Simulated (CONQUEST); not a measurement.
# Energy of MoTe2 along an even scaling of the cell

System: MoTe2 (12 atoms in the cell).
Method: Kohn-Sham DFT of a periodic cell, PBE, PseudoDojo NC PBE, no spin polarisation (CONQUEST 1.3).

The 7 runs differ only in the geometry, by an even scaling of the cell at fixed fractional positions. The structure derives from an entry of the Crystallography Open Database.

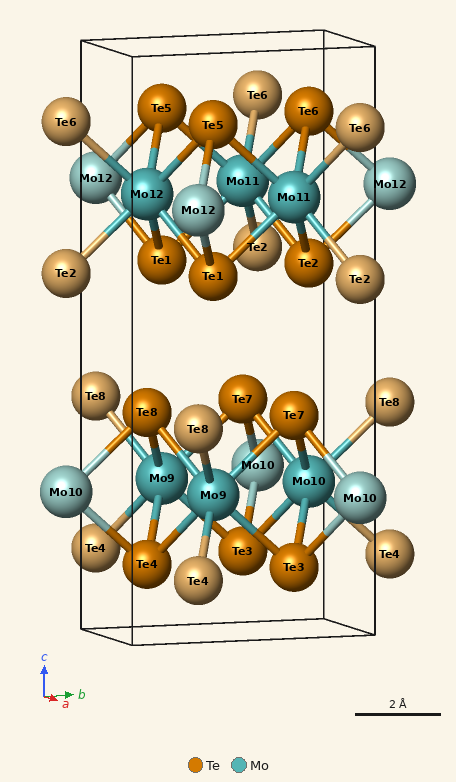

Figure 1. The structure of run 4 (ball-and-stick view of the cell of the calculation, seen slightly off an axis; neighbours outside the cell are drawn fainter; atoms are numbered from 1 in the order of the input).

### Input of run 4
```
IO.Title Te2Mo
IO.Coordinates coords.dat
IO.FractionalAtomicCoords T
IO.Iprint 2
IO.Iprint_init 1
General.NumberOfSpecies 2
General.PseudopotentialType hamann
AtomMove.TypeOfRun static
AtomMove.FullStress T
Grid.PointsAlongX 36
Grid.PointsAlongY 60
Grid.PointsAlongZ 144
DM.SolutionMethod diagon
Diag.MPMesh T
Diag.GammaCentred T
Diag.MPMeshX 8
Diag.MPMeshY 5
Diag.MPMeshZ 2
Diag.kT 0.00183747
minE.SCTolerance 1e-6
SC.MaxIters 100
IO.AtomChargeOutput T
SC.KerkerPreCondition T
SC.KerkerFactor 0.3
SC.LinearMixingFactor 0.3
%block ChemicalSpeciesLabel
1 127.600 Te
2 95.940 Mo
%endblock
```

Command:
```bash
Conquest
```

Lattice vectors (Å) and fractional positions of run 4:
```
   3.518200    0.000000    0.000000
   0.000000    6.093701    0.000000
   0.000000    0.000000   13.973600
Te  0.000000  0.333333  0.621000
Te  0.500000  0.833333  0.621000
Te  0.000000  0.666667  0.121000
Te  0.500000  0.166667  0.121000
Te  0.000000  0.333333  0.879000
Te  0.500000  0.833333  0.879000
Te  0.000000  0.666667  0.379000
Te  0.500000  0.166667  0.379000
Mo  0.000000  0.333333  0.250000
Mo  0.500000  0.833333  0.250000
Mo  0.000000  0.666667  0.750000
Mo  0.500000  0.166667  0.750000
```

Run 3 has the same physical settings and fractional positions; its lattice vectors (Å) are:
```
   3.494587    0.000000    0.000000
   0.000000    6.052803    0.000000
   0.000000    0.000000   13.879815
```

### Results, with one run withheld

```tsv
run	volume per atom (Å³)	free energy per atom, from the lowest run given (meV)	pressure (GPa)	gap on the mesh (eV)
1	23.467	122.65	15.15	0.69
2	23.966	80.92	11.72	0.72
3	24.466	?	?	?
4	24.965	25.74	6.21	0.77
5	25.464	10.37	3.73	0.78
6	25.963	2.06	1.57	0.79
7	26.463	0.00	−0.24	0.80
```

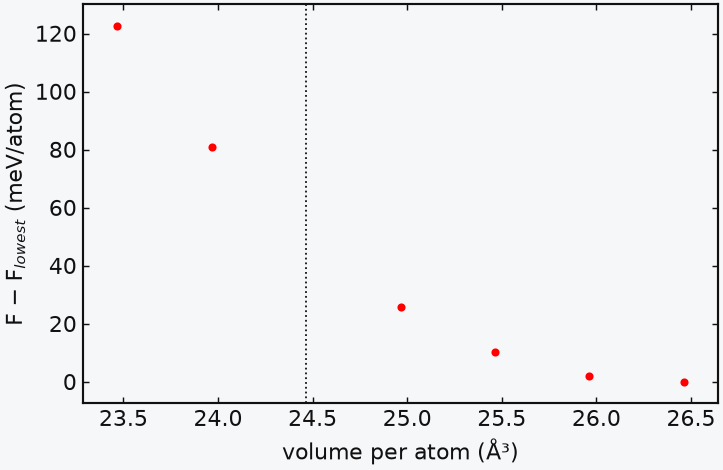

Figure 2. Free energy per atom of the runs given; the dotted line marks run 3.

Estimate the energy of run 3 from the others.

A cubic polynomial in V^(−2/3) (the Birch–Murnaghan form), fitted to the 6 runs given, misses them by at most 0.01 meV per atom. With x = V^(−2/3) − 0.11693 Å⁻², it reads F = 24.047 + 11845 x + 1.4745e+06 x² + 4.8674e+06 x³ (meV per atom). At run 3 it gives 48.92 meV per atom, and the run itself gives 49.05. The slope of the fit gives a pressure −dF/dV of 8.80 GPa there, and the run prints 8.74 GPa. The two needn't agree exactly: the fit is approximate, and the printed stress is taken on a finite basis. The fit has its minimum at 26.385 Å³ per atom, where V d²F/dV² gives 97.2 GPa. Cell shape and fractional positions are held, so this is the stiffness under even scaling; the relaxed bulk modulus wasn't computed and can be far lower in a crystal of layers, chains or molecules like this one. The gap on the mesh goes, without turning, from 0.69 eV in run 1 to 0.80 eV in run 7; run 3 has 0.75 eV. These are gaps of this functional on this mesh, which can miss the band edges; they aren't the measured gap.

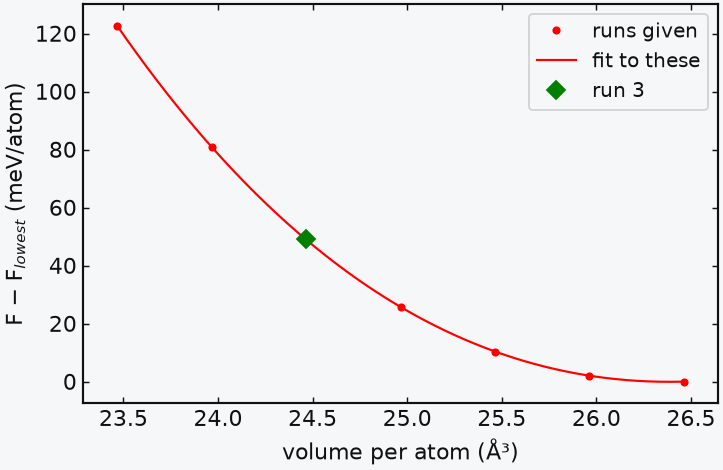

Figure 3. The fit and the withheld run.

### Some lines of the output (run 3)
```
[...]
          DFT Total Energy                 :     -1119.762342116538093 Ha
          Free Energy (E-TS)               :     -1119.762352029190652 Ha
          DFT Total Energy                 :     -1119.762341771383490 Ha
          Free Energy (E-TS)               :     -1119.762350451504290 Ha
          DFT Total Energy                 :     -1119.762345358202765 Ha
          Free Energy (E-TS)               :     -1119.762349838308182 Ha
          DFT Total Energy                 :     -1119.762345636798273 Ha
          Free Energy (E-TS)               :     -1119.762350058360880 Ha
          DFT Total Energy                 :     -1119.762346191005236 Ha
          Free Energy (E-TS)               :     -1119.762349624463923 Ha
          DFT Total Energy                 :     -1119.762346666374015 Ha
      | Free Energy as E-TS      =     -1119.762349624463923 Ha
      |* DFT total energy        =     -1119.762346666374015 Ha
    force: Average pressure:      8.74436642 GPa
```

Notes: Points of doubt noted for this run: small atomic basis. With a small basis of atomic orbitals these values can differ much from converged plane-wave results.
